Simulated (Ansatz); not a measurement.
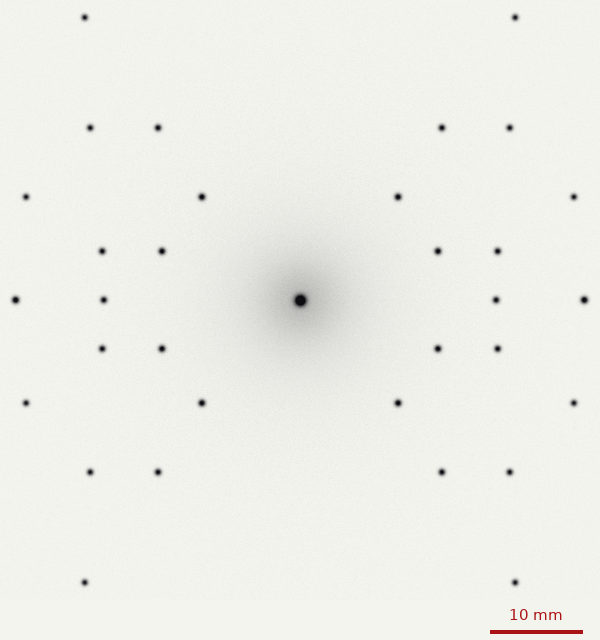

Simulated X-ray rotation photograph: Fe Kα radiation (λ = 1.9373 Å), cylindrical film of radius 28.65 mm unrolled, rotation axis vertical and normal to the beam, kinematic intensities without Lorentz or polarisation factors, the film spanning ±63° about the beam; spots down to d = 1.86 Å.

Measure the layer lines and find the identity period along the axis.

Answer. The first layer line lies 5.4 mm from the equator, so tan ν = 0.187, sin ν = 0.184 and the period is λ/sin ν = 10.55 Å. Further lines follow at 11.3, 18.9, 31.0 mm.

The crystal is Sr, space group I4_1/amd (No. 141), a = 7.46 Å, c = 4.00 Å. Structure: coordinates from a relaxation with Ansatz, DFT PBE, scalar-relativistic, plane waves, PAW; the starting structure was generated, so it need not be a known form of this composition.

About which axis was it rotated?

Answer. About [110] (or an equivalent direction), whose length in the conventional cell is 10.549 Å. The period alone comes close to that of [102] as well.
